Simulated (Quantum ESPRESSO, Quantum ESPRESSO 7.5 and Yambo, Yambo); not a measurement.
# A GW chain in Yambo: BAs (F-43m)

Wanted: ground state, empty states, screening and self-energy for BAs (F-43m).

Main program and level: Quantum ESPRESSO 7.5 and Yambo 5.3.0; PBE and many-body steps on it, plane waves.

**What was measured.**

- Gap 2.02 eV: indirect gap from square root of absorption coefficient, average of three samples; transmission and reflection spectroscopy; 300 K; bulk crystal (CVT-grown platelets about 10 um thick) (“Optical properties of cubic boron arsenide”, 2019, arxiv:1911.04914).

- Gap 4.12 eV: direct gap from square of absorption coefficient, average of two samples; spectroscopic ellipsometry; 300 K; bulk crystal (CVT-grown opaque bulk crystals) (“Optical properties of cubic boron arsenide”, 2019, arxiv:1911.04914).

- Gap 1.82 eV: indirect optical gap from absorption edge; UV-visible absorption; 300 K; bulk crystal (single crystal grown by chemical vapor transport) (“Basic Physical Properties of Cubic Boron Arsenide”, 2019, arxiv:1911.11281).

Report form: the programs' logs are mostly left out.

## Step 1: The starting structure

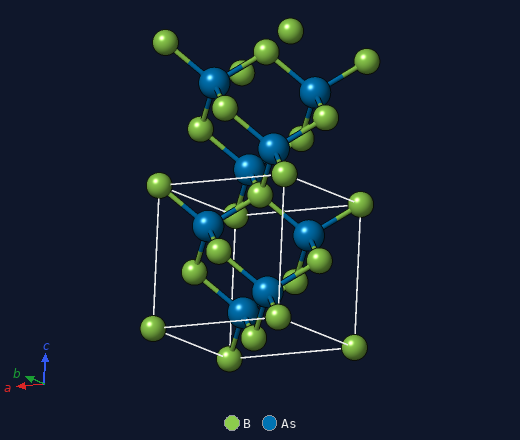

The cell as given, from a free direction (boron green, arsenic blue). 1×1×2 cells are drawn. This picture shows the conventional cell, with its axes. Bonds to atoms that aren't drawn are left out. Some periodic images of atoms are drawn too.

The cell and positions come from the Crystallography Open Database and are kept as given unless a step says otherwise.

## Step 2: Ground state

This step: Quantum ESPRESSO 7.5; DFT, PBE, plane waves, norm-conserving pseudopotentials.

The ground-state density comes first.

Input file pw.in:

```
&control
  calculation = 'scf'
  prefix = 'x'
  outdir = 'o'
  pseudo_dir = 'pseudo'
/
&system
  ibrav = 0
  nat = 2
  ntyp = 2
  ecutwfc = 76.0
  nbnd = 14
  force_symmorphic = .true.
/
&electrons
  conv_thr = 1e-10
  electron_maxstep = 80
  mixing_beta = 0.5
/
ATOMIC_SPECIES
  B 10.81 B.upf
  As 74.922 As.upf
CELL_PARAMETERS angstrom
  -0.0000000000 2.3885000000 2.3885000000
  2.3885000000 -0.0000000000 2.3885000000
  2.3885000000 2.3885000000 -0.0000000000
ATOMIC_POSITIONS crystal
  B 0.0000000000 0.0000000000 0.0000000000
  As 0.2500000000 0.2500000000 0.2500000000
K_POINTS automatic
  8 8 8 0 0 0
```

Run with:

```console
OMP_NUM_THREADS=1 mpirun -n 4 pw.x -nk 4 -in pw.in > pw.out
```

It took 4.6 s on 4 MPI ranks of Arm Neoverse V1, shared host; peak memory 0.21 GiB.

This step gave:

| Property | Result |
| --- | --- |
| total energy | -2966.2869 eV |
| gap | 1.209 eV |
| k of the valence top | 0, 0, 0 |
| k of the conduction bottom | 0, 0.375, 0.375 |
| least direct gap | 3.292 eV |

The gap is indirect, with the least direct gap 2.08 eV higher.

## Step 3: Bands along the symmetry lines

Levels along a band path, at the cheap level, show where the edges lie and whether the meshes to come will hold them.

Input file pw.in:

```
&control
  calculation = 'bands'
  prefix = 'x'
  outdir = 'o'
  pseudo_dir = 'pseudo'
/
&system
  ibrav = 0
  nat = 2
  ntyp = 2
  ecutwfc = 76.0
  nbnd = 15
  force_symmorphic = .true.
/
&electrons
  conv_thr = 1e-9
  electron_maxstep = 80
  diago_full_acc = .true.
  diago_thr_init = 5e-6
/
ATOMIC_SPECIES
  B 10.81 B.upf
  As 74.922 As.upf
CELL_PARAMETERS angstrom
  -0.0000000000 2.3885000000 2.3885000000
  2.3885000000 -0.0000000000 2.3885000000
  2.3885000000 2.3885000000 -0.0000000000
ATOMIC_POSITIONS crystal
  B 0.0000000000 0.0000000000 0.0000000000
  As 0.2500000000 0.2500000000 0.2500000000
K_POINTS crystal
  50
  0.00000000 0.00000000 0.00000000 1
  -0.06250000 -0.06250000 0.00000000 1
  -0.12500000 -0.12500000 0.00000000 1
  -0.18750000 -0.18750000 0.00000000 1
  -0.25000000 -0.25000000 0.00000000 1
  -0.31250000 -0.31250000 0.00000000 1
  -0.37500000 -0.37500000 0.00000000 1
  -0.43750000 -0.43750000 0.00000000 1
  -0.50000000 -0.50000000 0.00000000 1
  -0.48437500 -0.48437500 0.03125000 1
  -0.46875000 -0.46875000 0.06250000 1
  -0.45312500 -0.45312500 0.09375000 1
  -0.43750000 -0.43750000 0.12500000 1
  -0.42187500 -0.42187500 0.15625000 1
  -0.40625000 -0.40625000 0.18750000 1
  -0.39062500 -0.39062500 0.21875000 1
  -0.37500000 -0.37500000 0.25000000 1
  -0.37500000 0.00000000 0.37500000 1
  -0.32812500 0.00000000 0.32812500 1
  -0.28125000 0.00000000 0.28125000 1
  -0.23437500 0.00000000 0.23437500 1
  -0.18750000 0.00000000 0.18750000 1
  -0.14062500 0.00000000 0.14062500 1
  -0.09375000 0.00000000 0.09375000 1
  -0.04687500 0.00000000 0.04687500 1
  0.00000000 0.00000000 0.00000000 1
  0.00000000 0.00000000 0.06250000 1
  0.00000000 0.00000000 0.12500000 1
  0.00000000 0.00000000 0.18750000 1
  0.00000000 0.00000000 0.25000000 1
  0.00000000 0.00000000 0.31250000 1
  0.00000000 0.00000000 0.37500000 1
  0.00000000 0.00000000 0.43750000 1
  -0.00000000 -0.00000000 0.50000000 1
  -0.06250000 -0.03125000 0.46875000 1
  -0.12500000 -0.06250000 0.43750000 1
  -0.18750000 -0.09375000 0.40625000 1
  -0.25000000 -0.12500000 0.37500000 1
  -0.31250000 -0.15625000 0.34375000 1
  -0.37500000 -0.18750000 0.31250000 1
  -0.43750000 -0.21875000 0.28125000 1
  -0.50000000 -0.25000000 0.25000000 1
  -0.50000000 -0.28125000 0.21875000 1
  -0.50000000 -0.31250000 0.18750000 1
  -0.50000000 -0.34375000 0.15625000 1
  -0.50000000 -0.37500000 0.12500000 1
  -0.50000000 -0.40625000 0.09375000 1
  -0.50000000 -0.43750000 0.06250000 1
  -0.50000000 -0.46875000 0.03125000 1
  -0.50000000 -0.50000000 0.00000000 1
```

Elapsed: 2.8 s, on 4 MPI ranks; peak memory 0.18 GiB; 11 s of CPU time.

Numbers from this step:

```
gap                        : 1.209 eV
k of the valence top       : 0, 0, 0
k of the conduction bottom : -0.375, -0.375, 0
least direct gap           : 3.292 eV
```

The gap is 1.209 eV, as in the run before at this level.

Electronic bands along the path, in eV, zero at the top of the highest filled band:

| point | band 6 | band 7 | band 8 | band 9 | band 10 | band 11 | band 12 | band 13 |
| --- | --- | --- | --- | --- | --- | --- | --- | --- |
| Γ | -15.40 | 0.00 | 0.00 | 0.00 | 3.29 | 3.29 | 3.29 | 4.69 |
| X | -11.22 | -8.51 | -4.07 | -4.07 | 1.45 | 1.46 | 11.39 | 11.39 |
| U | -11.26 | -8.13 | -5.94 | -3.48 | 2.06 | 5.57 | 9.24 | 9.78 |
| jump to K | -11.26 | -8.13 | -5.94 | -3.48 | 2.06 | 5.57 | 9.24 | 9.78 |
| Γ | -15.40 | 0.00 | 0.00 | 0.00 | 3.29 | 3.29 | 3.29 | 4.69 |
| L | -12.53 | -8.77 | -1.82 | -1.82 | 2.70 | 4.81 | 4.81 | 8.91 |
| W | -11.06 | -8.05 | -5.48 | -5.18 | 5.28 | 5.95 | 6.83 | 7.06 |
| X | -11.22 | -8.51 | -4.07 | -4.07 | 1.45 | 1.46 | 11.39 | 11.39 |

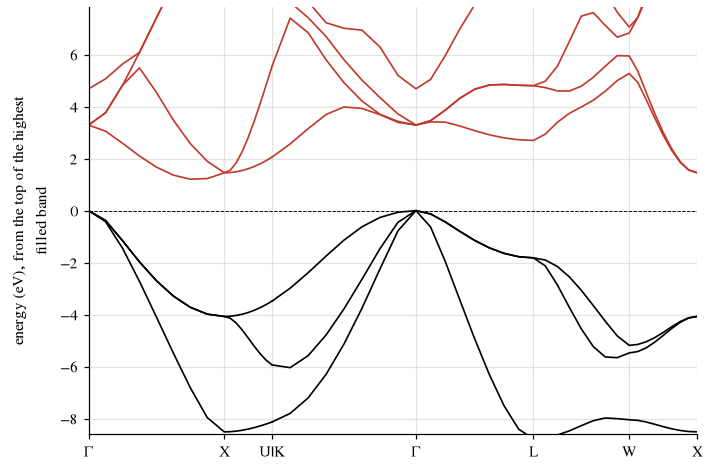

Electronic bands along the path; lines of filled and empty bands in two colours.

## Step 4: Empty states on the mesh, 6×6×6 mesh, 70 bands

The sums over transitions need many empty states on a uniform mesh; this step solves for them.

Input file pw.in:

```
&control
  calculation = 'nscf'
  prefix = 'x'
  outdir = 'o'
  pseudo_dir = 'pseudo'
/
&system
  ibrav = 0
  nat = 2
  ntyp = 2
  ecutwfc = 76.0
  nbnd = 70
  force_symmorphic = .true.
/
&electrons
  conv_thr = 1e-9
  electron_maxstep = 80
  diago_full_acc = .true.
  diago_thr_init = 5e-6
/
ATOMIC_SPECIES
  B 10.81 B.upf
  As 74.922 As.upf
CELL_PARAMETERS angstrom
  -0.0000000000 2.3885000000 2.3885000000
  2.3885000000 -0.0000000000 2.3885000000
  2.3885000000 2.3885000000 -0.0000000000
ATOMIC_POSITIONS crystal
  B 0.0000000000 0.0000000000 0.0000000000
  As 0.2500000000 0.2500000000 0.2500000000
K_POINTS automatic
  6 6 6 0 0 0
```

Run time: 4.5 s. Hardware: 4 MPI ranks; peak memory 0.23 GiB.

Numbers from this step:

```
gap                                                           : 1.294 eV
k of the valence top                                          : 0, 0, 0
k of the conduction bottom                                    : 0, 0.3333, 0.3333
least direct gap                                              : 3.292 eV
k points computed                                             : 16
lowest point of the top converged band, above the valence top : 85.7106 eV
```

On this mesh the gap is 1.294 eV. The earlier step found 1.209 eV, so this mesh misses an edge.

## Step 5: Conversion and set-up

This step: Yambo 5.3.0; conversion and set-up on PBE, plane waves, norm-conserving pseudopotentials.

The states are converted to the many-body program's format and the q mesh is built.

Run with:

```console
(cd o/x.save; p2y > p2y.log; mv SAVE ../..); yambo > setup.log
```

It took 2.4 s on 1 MPI rank; peak memory 0.24 GiB.

## Step 6: Screening and self-energy, 6×6×6 mesh, 70 bands, screening to 129.3 eV

G0W0 replaces the xc potential by the self-energy, built once from these orbitals. Only a window of levels is corrected, while the sums run over the empty bands that the input names.

This step: G0W0 on PBE, plane waves, norm-conserving pseudopotentials.

Input file gw1.in:

```
HF_and_locXC
gw0
dyson
ppa
em1d
rim_cut
RandQpts= 1000000
RandGvec= 1 RL
EXXRLvcs= 76 Ry
VXCRLvcs= 304 Ry
Chimod= "HARTREE"
% BndsRnXp
 1 | 70 |
%
NGsBlkXp= 9.5 Ry
% LongDrXp
 1 | 1 | 1 |
%
% GbndRnge
 1 | 70 |
%
DysSolver= "n"
ExtendOut
PPAPntXp= 27.21138 eV
% QPkrange
 1 | 16 | 7 | 13 |
%
```

Run with:

```console
OMP_NUM_THREADS=1 mpirun -n 4 yambo -F gw1.in -J gw1 -C gw1 > gw1.log
```

It took 7.7 min on 4 MPI ranks; peak memory 1.5 GiB.

This step gave:

| Quantity | Value |
| --- | --- |
| G0W0 gap on the mesh | 2.146 eV |
| starting gap on the mesh | 1.294 eV |
| k of the valence top | 0, 0, 0 |
| k of the conduction bottom | 0, 0.3333, 0.3333 |
| least direct G0W0 gap on the computed points | 4.087 eV |
| Z at the valence top | 0.8057 |
| Z at the conduction bottom | 0.8146 |

The gap on the mesh goes from 1.29 eV to 2.15 eV, a correction of +0.85 eV. The start differs from the 1.21 eV found before because the two sample other k points.

Limits: finite bands, cutoff and mesh; exchange with frozen shells missing; no spin-orbit coupling. v1 is the top filled band, c1 the lowest empty one. The levels before and after the correction (eV, zero at the valence-band top of each column):

```
           conduction bottom  valence top
Kohn-Sham               1.29         0.00
     G0W0               2.15         0.00
```

```
                           level  energy (eV)
Kohn-Sham                Γ v3-v1        0.000
Kohn-Sham                Γ c1-c3        3.292
Kohn-Sham                   Γ c4        4.688
Kohn-Sham     (0 0.333 0.333) v3       -5.939
Kohn-Sham  (0 0.333 0.333) v2-v1       -3.451
Kohn-Sham     (0 0.333 0.333) c1        1.294
Kohn-Sham     (0 0.333 0.333) c2        3.157
Kohn-Sham  (0 0.333 0.333) c3-c4        9.169
     G0W0                Γ v3-v1        0.000
     G0W0                Γ c1-c3        4.087
     G0W0                   Γ c4        5.542
     G0W0     (0 0.333 0.333) v3       -6.265
     G0W0  (0 0.333 0.333) v2-v1       -3.715
     G0W0     (0 0.333 0.333) c1        2.146
     G0W0     (0 0.333 0.333) c2        4.066
     G0W0  (0 0.333 0.333) c3-c4       10.179
```

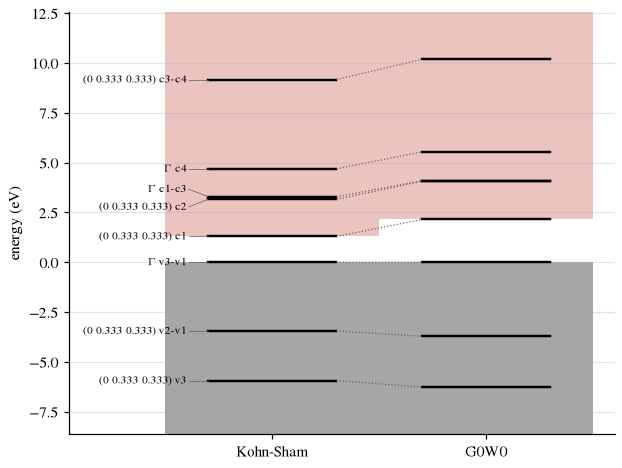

Levels before and after the correction. Shaded: valence and conduction bands.

## Step 7: Where the time went

Times are wall times on the hardware named with each run, good to a factor of about two.

```
                          step     time  share  memory (GiB)
                  ground state    4.6 s    1 %          0.21
bands along the symmetry lines    2.8 s    1 %          0.18
      empty states on the mesh    4.5 s    1 %          0.23
         conversion and set-up    2.4 s    1 %          0.24
     screening and self-energy  7.7 min   97 %           1.5
```

## Step 8: Results

```json
{
  "PBE gap": "1.21 eV, indirect",
  "G0W0 gap on the mesh": "2.15 eV",
  "G0W0 gap over the zone (rigid shift)": "2.06 eV",
  "GW settings": "6×6×6 mesh, 70 bands, screening to 129.3 eV, Godby-Needs plasmon pole",
  "known limits": "not at the basis limit; exchange with frozen shells missing; no spin-orbit coupling"
}
```

**Reading.** G0W0 moves the gap on the mesh from 1.29 eV to 2.15 eV (+0.85 eV), with Z of 0.81 and 0.81 at the edges. The mesh misses the band edges by 0.08 eV in all; a rigid shift gives 2.06 eV for the zone. The dearest step here is «screening and self-energy». Against experiment, by G0W0@PBE: the gap of 2.06 eV lies +0.04 eV from the measured 2.02 eV (indirect, 300 K, 2019); the direct gap of 4.09 eV lies −0.03 eV from the measured 4.12 eV (direct, 300 K, 2019); the gap of 2.06 eV lies +0.24 eV from the measured 1.82 eV (indirect, 300 K, 2019). An exciton line or allowed optical edge lies below the quasiparticle gap by the binding energy; a forbidden edge can push the onset above it. The calculation has static nuclei and no excitons; a measured gap holds zero-point and thermal motion, which mostly lowers it. Bands and cutoff are finite, so the gap is not at the basis limit. The miss can reach some tenths of an eV and take either sign; the mesh is an error of its own. A denser mesh or path gives a starting gap of 1.21 eV: the GW mesh misses a band edge, so its gaps are not the fundamental one. The norm-conserving file of at least one element keeps a d shell over frozen s and p shells of the same row. Exchange with those shells is missing from the self-energy, an error of 0.3 to 0.9 eV in cases checked, whose sign depends on which edge lies on those atoms. The many-body steps are scalar-relativistic: spin-orbit coupling is not in them.

[Paths, hosts, dates, memory and timing lines, banners, echoed tables and standing remarks are left out of the program output.]

[Logs are printed without paths, hosts, clocks, repeated set-up lines and the standing remarks that a program may print on its own settings, such as how far it seeks lower states.]

[Runs of the session that timed out or met a known fault of the program may be left out.]

[Hosts, paths, dates, database ids (printed as entryN), source tags and the programs' standing remarks are cut or masked in the printed files.]
